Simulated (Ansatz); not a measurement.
# Geometry relaxation, with input and output: Na (part 1 of 3)

- system: Na (defect cell, 31 atoms in the cell)
- method: DFT PBE, scalar-relativistic, plane waves, PAW, no spin polarisation (Ansatz 0.2.0)

The structure derives from a Materials Project entry. It belongs to a series of runs on one base structure; here: Na vacancy (site a), charge +0, atoms relaxed at the host's cell. Figures and captions count atoms from 1; the log counts them from 0 in places.

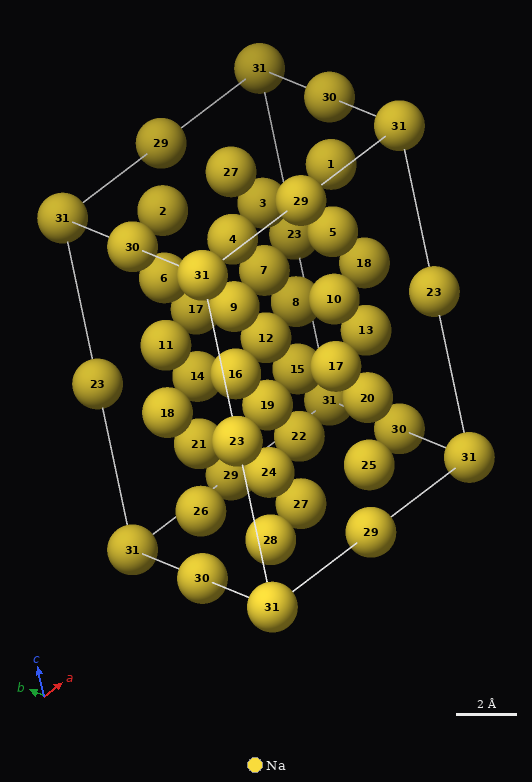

*The input geometry (spheres-only view of the cell of the calculation, seen slightly off an axis; atoms are numbered from 1 in the order of the input).*

The input
```yaml
crystal:
  lattice:
    - [8.3931627978, 0.0, -8.3931627978]
    - [8.3931627978, -8.3931627978, 0.0]
    - [0.0, -8.3931627978, -8.3931627978]
  atoms:
    - { symbol: Na, position: [0.875, 0.375, 0.875] }
    - { symbol: Na, position: [0.375, 0.875, 0.875] }
    - { symbol: Na, position: [0.75, 0.75, 0.75] }
    - { symbol: Na, position: [0.375, 0.375, 0.875] }
    - { symbol: Na, position: [0.75, 0.25, 0.75] }
    - { symbol: Na, position: [0.25, 0.75, 0.75] }
    - { symbol: Na, position: [0.625, 0.625, 0.625] }
    - { symbol: Na, position: [0.875, 0.875, 0.375] }
    - { symbol: Na, position: [0.25, 0.25, 0.75] }
    - { symbol: Na, position: [0.625, 0.125, 0.625] }
    - { symbol: Na, position: [0.125, 0.625, 0.625] }
    - { symbol: Na, position: [0.5, 0.5, 0.5] }
    - { symbol: Na, position: [0.875, 0.375, 0.375] }
    - { symbol: Na, position: [0.375, 0.875, 0.375] }
    - { symbol: Na, position: [0.75, 0.75, 0.25] }
    - { symbol: Na, position: [0.125, 0.125, 0.625] }
    - { symbol: Na, position: [0.5, 0.0, 0.5] }
    - { symbol: Na, position: [0.0, 0.5, 0.5] }
    - { symbol: Na, position: [0.375, 0.375, 0.375] }
    - { symbol: Na, position: [0.75, 0.25, 0.25] }
    - { symbol: Na, position: [0.25, 0.75, 0.25] }
    - { symbol: Na, position: [0.625, 0.625, 0.125] }
    - { symbol: Na, position: [0.0, 1.0, 0.5] }
    - { symbol: Na, position: [0.25, 0.25, 0.25] }
    - { symbol: Na, position: [0.625, 0.125, 0.125] }
    - { symbol: Na, position: [0.125, 0.625, 0.125] }
    - { symbol: Na, position: [0.5, 0.5, 0.0] }
    - { symbol: Na, position: [0.125, 0.125, 0.125] }
    - { symbol: Na, position: [0.5, 0.0, 0.0] }
    - { symbol: Na, position: [0.0, 0.5, 0.0] }
    - { symbol: Na, position: [0.0, 0.0, 0.0] }
basis:
  ecutwfc: 420
  xc_grid: 2
kpoints:
  mp_grid: { grid: [4, 4, 4], shift: [0.0, 0.0, 0.0] }
hamiltonian:
  xc: pbe
scf:
  occupations: { method: gaussian, width: 0.1 }
output:
  forces: true
  stress: false
  eigenvalues: true
  write_density: true
  write_potential: true
  elf: true
  volumetric_format: npy
relax:
  adjacent_minimum: "off"
  f_tol: 0.025
  max_steps: 45
```

Hardware: 4 threads of AMD EPYC (Zen 3), 189 GiB of memory available, shared host.

Command:
```bash
ansatz run input.yaml --threads 4 --pin off --max-ram 8192MiB --backend cpu --events-out ev --progress --plain --runs-dir out
```

What the program printed
```
Engine: ansatz 0.2.0, x86_64-unknown-linux-gnu
Pseudopotentials: kind: paw
Pseudopotential: Na, paw, valence charge 9, recommended cutoff 420 eV (normal), Na.paw.azcp
Functional definition: PBE
  parameter kappa = 0.804
  parameter beta = 0.06672455060314922
  exchange = pbe_x(kappa = kappa, mu = beta*pi^2/3)
  correlation = pbe_c(beta = beta)
Crystal: 31 atoms, lattice volume = 1182.516 Å³
Basis set: ecut = 420 eV, 23049 PW (Γ), exchange–correlation on 160×160×160 points (8 copies of the dense FFT grid, shifted against one another)
Bands: 171, of which v1, the nominal top of the filled ones, is band 140 counted from 1 (139 counted from 0)
Symmetry: 48 space group operations
Space group: Fm-3m (ITA 225), of the structure as read, at distance tolerance 1.1e-4 Å
k-points: 8 of 64
Non-local potential: Na, projectors of the file, l = 0: 3, l = 1: 2, l = 2: 1
PAW form: soft (Blöchl's): semilocal exchange-correlation on the pseudo side does not see the compensation charge
PAW one-centre angular grid: Na, 110 points (default); XC on 64 Gauss nodes
Initial density: superposition of atomic densities (neutral atoms: chi_scale 0, normalization atom), corrected by the library's trained network
Initial wavefunctions: pseudopotential atomic-orbital guess
Functional: x = pbe(κ = 0.804, μ = 0.2195149727645171), c = pbe(β = 0.06672455060314922)
SCF iter   1: F=—  HF=-46078.550606 eV  |F-HF|=—  |Δ(HF+E_count)|=         —  Δρ=6.17e-4  dr2=2.91e-2  ethr=1.77e-3  ⟨swp⟩=9.1  Hψ=5404  notcnv=0  defer=2
preconditioner: auto → LDOS  [metal: Δε(μ)=0.020 eV  Ē_g=3.096 eV  σ=0.100 eV  W_gap=0.11  n_scr=180 (ndim 8)  ℏωp=6.0 eV  f_vac=0.012  D(μ)=16.62/eV (n_scr^D=64)  β→1.0]
SCF iter   2: F=—  HF=-46078.535888 eV  |F-HF|=—  |Δ(HF+E_count)|=   1.47e-2  Δρ=5.86e-4  dr2=2.13e-3  ethr=1.04e-5  ⟨swp⟩=2.0  Hψ=2664  notcnv=0  defer=1
SCF iter   3: F=—  HF=-46078.535190 eV  |F-HF|=—  |Δ(HF+E_count)|=   6.98e-4  Δρ=2.54e-4  dr2=5.22e-4  ethr=7.65e-7  ⟨swp⟩=2.0  Hψ=2333  notcnv=0  defer=1
SCF iter   4: F=—  HF=-46078.534981 eV  |F-HF|=—  |Δ(HF+E_count)|=   2.09e-4  Δρ=1.05e-4  dr2=1.28e-4  ethr=1.87e-7  ⟨swp⟩=2.9  Hψ=2599  notcnv=0  defer=1
iter 5 did not close the SCF: its close was put off for the readings that it lacked (scf_convergence_deferred on its scf_iter line)
SCF iter   5: F=-46078.534923 eV  HF=-46078.534931 eV  |F-HF|=7.95e-6  |Δ(HF+E_count)|=   4.98e-5  Δρ=2.92e-5  dr2=6.31e-6  ethr=4.58e-8  ⟨swp⟩=2.0  Hψ=2087  notcnv=0  defer=1
SCF iter   6: F=-46078.534927 eV  HF=-46078.534927 eV  |F-HF|=7.36e-8  |Δ(HF+E_count)|=   3.55e-6  Δρ=3.05e-6  dr2=7.99e-8  ethr=2.26e-9  ⟨swp⟩=16.1  Hψ=11764  notcnv=0
SCF 1 converged in 6 iterations: F = -46078.534927 eV  dr2 = 7.99e-8
  greatest PAW one-centre occupation: 0.999 electrons in one spin orbital (limit 2), on the Na atom at site 30 (counted from 0), in its partial waves of l = 0
relax step   1: F+E_penalty+E_count = -46078.53492726 eV  Δ(F+E_penalty+E_count) = +0.000e0 eV  max|allowed force component| = 3.298e-2 eV/Å  Δτ_max = 0.0000 Å  (6 SCF iters, dr2 threshold 1.56e-5 eV, accepted)
Initial density: handed on by an earlier stage of this run
Initial wavefunctions: those handed on with the density
iter 1 solved again at ethr=1.46e-7 eV; its pass at ethr=3.10e-3 eV (dr2=4.07e-4 eV) is discarded
SCF iter   1: F=—  HF=-46078.545477 eV  |F-HF|=—  |Δ(HF+E_count)|=         —  Δρ=7.12e-5  dr2=4.77e-4  ethr=1.46e-7  ⟨swp⟩=3.0  Hψ=3530  notcnv=0  defer=157
preconditioner: auto → LDOS  [metal: Δε(μ)=0.021 eV  Ē_g=3.097 eV  σ=0.100 eV  W_gap=0.12  n_scr=180 (ndim 8)  ℏωp=6.0 eV  f_vac=0.011  D(μ)=16.66/eV (n_scr^D=64)  β→1.0]
SCF iter   2: F=—  HF=-46078.545399 eV  |F-HF|=—  |Δ(HF+E_count)|=   7.80e-5  Δρ=2.15e-5  dr2=1.35e-5  ethr=1.46e-7  ⟨swp⟩=2.0  Hψ=1331  notcnv=0  defer=157
SCF iter   3: F=—  HF=-46078.545869 eV  |F-HF|=—  |Δ(HF+E_count)|=   4.69e-4  Δρ=6.90e-6  dr2=1.75e-6  ethr=4.82e-9  ⟨swp⟩=2.0  Hψ=1353  notcnv=0  defer=157
SCF iter   4: F=—  HF=-46078.545869 eV  |F-HF|=—  |Δ(HF+E_count)|=   4.55e-8  Δρ=3.78e-6  dr2=1.01e-7  ethr=6.28e-10  ⟨swp⟩=2.0  Hψ=2342  notcnv=0  defer=157
SCF iter   5: F=-46078.545869 eV  HF=-46078.545869 eV  |F-HF|=5.60e-9  |Δ(HF+E_count)|=   4.69e-8  Δρ=7.55e-7  dr2=1.52e-8  ethr=3.58e-11  ⟨swp⟩=13.1  Hψ=8729  notcnv=0
SCF 2 converged in 5 iterations: F = -46078.545869 eV  dr2 = 1.52e-8
relax step   2: F+E_penalty+E_count = -46078.54586853 eV  Δ(F+E_penalty+E_count) = -1.094e-2 eV  max|allowed force component| = 3.007e-2 eV/Å  Δτ_max = 0.0198 Å  (5 SCF iters, accepted)
SCF iter   1: F=—  HF=-46078.590622 eV  |F-HF|=—  |Δ(HF+E_count)|=         —  Δρ=5.97e-4  dr2=3.23e-2  ethr=1.32e-4  ⟨swp⟩=5.1  Hψ=3482  notcnv=0  defer=136
preconditioner: auto → Kerker (q_TF=auto, 2.145 Å⁻¹)  [metal: Δε(μ)=0.014 eV  Ē_g=3.094 eV  σ=0.100 eV  W_gap=0.08  n_scr=180 (ndim 8)  ℏωp=6.0 eV  f_vac=0.006  D(μ)=17.72/eV (n_scr^D=88)]
SCF iter   2: F=—  HF=-46078.589253 eV  |F-HF|=—  |Δ(HF+E_count)|=   1.37e-3  Δρ=4.67e-4  dr2=2.22e-2  ethr=1.16e-5  ⟨swp⟩=1.0  Hψ=1576  notcnv=0  defer=137
SCF iter   3: F=—  HF=-46078.586719 eV  |F-HF|=—  |Δ(HF+E_count)|=   2.53e-3  Δρ=1.85e-4  dr2=3.77e-3  ethr=7.97e-6  ⟨swp⟩=2.0  Hψ=1323  notcnv=0  defer=137
SCF iter   4: F=—  HF=-46078.586167 eV  |F-HF|=—  |Δ(HF+E_count)|=   5.52e-4  Δρ=3.80e-5  dr2=4.61e-5  ethr=1.35e-6  ⟨swp⟩=2.0  Hψ=1332  notcnv=0  defer=137
SCF iter   5: F=—  HF=-46078.586497 eV  |F-HF|=—  |Δ(HF+E_count)|=   3.29e-4  Δρ=1.33e-5  dr2=7.18e-6  ethr=1.65e-8  ⟨swp⟩=2.0  Hψ=1374  notcnv=0  defer=137
SCF iter   6: F=—  HF=-46078.586497 eV  |F-HF|=—  |Δ(HF+E_count)|=   2.10e-9  Δρ=6.83e-6  dr2=1.81e-6  ethr=2.57e-9  ⟨swp⟩=2.0  Hψ=2095  notcnv=0  defer=137
SCF iter   7: F=—  HF=-46078.586497 eV  |F-HF|=—  |Δ(HF+E_count)|=   3.92e-8  Δρ=4.30e-6  dr2=6.54e-7  ethr=6.49e-10  ⟨swp⟩=2.0  Hψ=2089  notcnv=0  defer=137
SCF iter   8: F=—  HF=-46078.586497 eV  |F-HF|=—  |Δ(HF+E_count)|=   6.56e-8  Δρ=1.20e-6  dr2=1.39e-7  ethr=2.35e-10  ⟨swp⟩=2.0  Hψ=2097  notcnv=0  defer=137
SCF iter   9: F=-46078.586497 eV  HF=-46078.586497 eV  |F-HF|=1.59e-8  |Δ(HF+E_count)|=   1.46e-8  Δρ=4.99e-7  dr2=2.55e-8  ethr=3.58e-11  ⟨swp⟩=13.2  Hψ=7586  notcnv=0
SCF 3 converged in 9 iterations: F = -46078.586497 eV  dr2 = 2.55e-8
relax step   3: F+E_penalty+E_count = -46078.58649682 eV  Δ(F+E_penalty+E_count) = -4.063e-2 eV  max|allowed force component| = 2.188e-2 eV/Å  Δτ_max = 0.1635 Å  (9 SCF iters, accepted)
SCF iter   1: F=—  HF=-46078.585022 eV  |F-HF|=—  |Δ(HF+E_count)|=         —  Δρ=2.75e-4  dr2=1.58e-2  ethr=8.96e-6  ⟨swp⟩=4.1  Hψ=2778  notcnv=0  defer=158
preconditioner: auto → Kerker (q_TF=auto, 2.145 Å⁻¹)  [metal: Δε(μ)=0.011 eV  Ē_g=3.101 eV  σ=0.100 eV  W_gap=0.06  n_scr=180 (ndim 8)  ℏωp=6.0 eV  f_vac=0.005  D(μ)=17.49/eV (n_scr^D=88)]
SCF iter   2: F=—  HF=-46078.584168 eV  |F-HF|=—  |Δ(HF+E_count)|=   8.54e-4  Δρ=2.09e-4  dr2=9.71e-3  ethr=5.67e-6  ⟨swp⟩=1.0  Hψ=1576  notcnv=0  defer=158
SCF iter   3: F=—  HF=-46078.582889 eV  |F-HF|=—  |Δ(HF+E_count)|=   1.28e-3  Δρ=8.30e-5  dr2=1.65e-3  ethr=3.48e-6  ⟨swp⟩=2.0  Hψ=1310  notcnv=0  defer=158
SCF iter   4: F=—  HF=-46078.582605 eV  |F-HF|=—  |Δ(HF+E_count)|=   2.84e-4  Δρ=2.73e-5  dr2=2.20e-5  ethr=5.92e-7  ⟨swp⟩=2.0  Hψ=1329  notcnv=0  defer=158
SCF iter   5: F=—  HF=-46078.582925 eV  |F-HF|=—  |Δ(HF+E_count)|=   3.19e-4  Δρ=1.03e-5  dr2=3.04e-6  ethr=7.89e-9  ⟨swp⟩=2.0  Hψ=2149  notcnv=0  defer=158
SCF iter   6: F=—  HF=-46078.582924 eV  |F-HF|=—  |Δ(HF+E_count)|=   2.05e-7  Δρ=4.78e-6  dr2=9.59e-7  ethr=1.09e-9  ⟨swp⟩=2.0  Hψ=2135  notcnv=0  defer=158
SCF iter   7: F=—  HF=-46078.582924 eV  |F-HF|=—  |Δ(HF+E_count)|=   2.95e-8  Δρ=2.29e-6  dr2=2.62e-7  ethr=3.44e-10  ⟨swp⟩=2.0  Hψ=2158  notcnv=0  defer=158
SCF iter   8: F=-46078.582924 eV  HF=-46078.582924 eV  |F-HF|=1.17e-8  |Δ(HF+E_count)|=   2.74e-8  Δρ=6.26e-7  dr2=2.49e-8  ethr=3.58e-11  ⟨swp⟩=14.1  Hψ=8429  notcnv=0
SCF 4 converged in 8 iterations: F = -46078.582924 eV  dr2 = 2.49e-8
  greatest PAW one-centre occupation: 0.999 electrons in one spin orbital (limit 2), on the Na atom at site 24 (counted from 0), in its partial waves of l = 0
relax step   4: F+E_penalty+E_count = -46078.58292441 eV  Δ(F+E_penalty+E_count) = +3.572e-3 eV  max|allowed force component| = 3.094e-2 eV/Å  Δτ_max = 0.0591 Å  (8 SCF iters, rejected (line search))
SCF iter   1: F=—  HF=-46078.589271 eV  |F-HF|=—  |Δ(HF+E_count)|=         —  Δρ=1.85e-4  dr2=7.33e-3  ethr=2.61e-5  ⟨swp⟩=3.0  Hψ=1990  notcnv=0  defer=158
preconditioner: auto → Kerker (q_TF=auto, 2.145 Å⁻¹)  [metal: Δε(μ)=0.013 eV  Ē_g=3.100 eV  σ=0.100 eV  W_gap=0.07  n_scr=180 (ndim 8)  ℏωp=6.0 eV  f_vac=0.005  D(μ)=17.42/eV (n_scr^D=88)]
SCF iter   2: F=—  HF=-46078.588915 eV  |F-HF|=—  |Δ(HF+E_count)|=   3.56e-4  Δρ=1.44e-4  dr2=4.70e-3  ethr=2.63e-6  ⟨swp⟩=1.0  Hψ=1576  notcnv=0  defer=158
SCF iter   3: F=—  HF=-46078.588297 eV  |F-HF|=—  |Δ(HF+E_count)|=   6.19e-4  Δρ=5.94e-5  dr2=8.54e-4  ethr=1.69e-6  ⟨swp⟩=2.0  Hψ=1307  notcnv=0  defer=158
SCF iter   4: F=—  HF=-46078.588149 eV  |F-HF|=—  |Δ(HF+E_count)|=   1.47e-4  Δρ=2.09e-5  dr2=1.64e-5  ethr=3.06e-7  ⟨swp⟩=2.0  Hψ=1329  notcnv=0  defer=158
SCF iter   5: F=—  HF=-46078.588490 eV  |F-HF|=—  |Δ(HF+E_count)|=   3.41e-4  Δρ=7.25e-6  dr2=2.16e-6  ethr=5.89e-9  ⟨swp⟩=2.0  Hψ=1348  notcnv=0  defer=158
SCF iter   6: F=—  HF=-46078.588490 eV  |F-HF|=—  |Δ(HF+E_count)|=   6.83e-8  Δρ=3.45e-6  dr2=5.43e-7  ethr=7.73e-10  ⟨swp⟩=3.0  Hψ=2338  notcnv=0  defer=158
SCF iter   7: F=—  HF=-46078.588490 eV  |F-HF|=—  |Δ(HF+E_count)|=   2.86e-8  Δρ=2.12e-6  dr2=1.23e-7  ethr=1.95e-10  ⟨swp⟩=2.0  Hψ=1869  notcnv=0  defer=158
SCF iter   8: F=-46078.588490 eV  HF=-46078.588490 eV  |F-HF|=3.78e-9  |Δ(HF+E_count)|=   1.45e-8  Δρ=6.53e-7  dr2=1.29e-8  ethr=3.58e-11  ⟨swp⟩=13.8  Hψ=7604  notcnv=0
SCF 5 converged in 8 iterations: F = -46078.588490 eV  dr2 = 1.29e-8
  greatest PAW one-centre occupation: 0.999 electrons in one spin orbital (limit 2), on the Na atom at site 21 (counted from 0), in its partial waves of l = 0
relax step   5: F+E_penalty+E_count = -46078.58848988 eV  Δ(F+E_penalty+E_count) = -1.993e-3 eV  max|allowed force component| = 1.486e-3 eV/Å  Δτ_max = 0.0284 Å  (8 SCF iters, accepted)
```

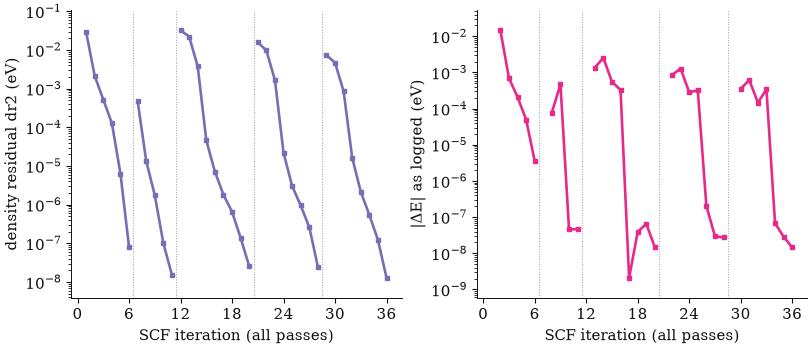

*Convergence of the self-consistent field: density residual dr2 and size of the energy change against the SCF iteration. The dotted lines part the SCF passes of the relaxation: geometry steps, rejected trials and re-solves on a re-selected basis.*

The 5 passes take 5 to 9 iterations each, 36 in all.

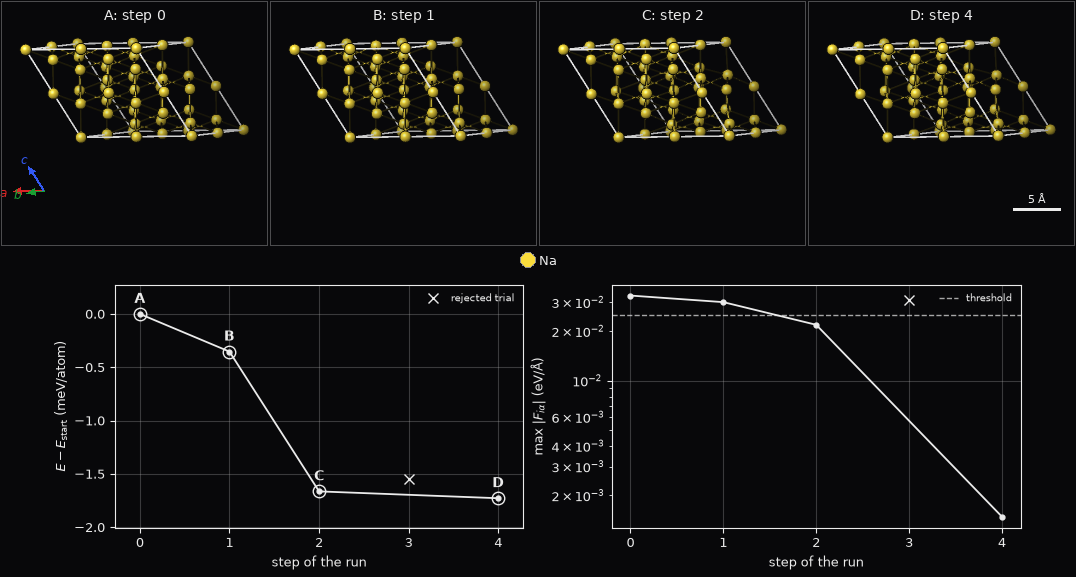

*Frames of the relaxation (ball-and-stick view of the cell of the calculation (origin shifted), seen at an oblique angle) above the curves, on which the letters mark them (the first geometry is step 0 here and step 1 in the log).*
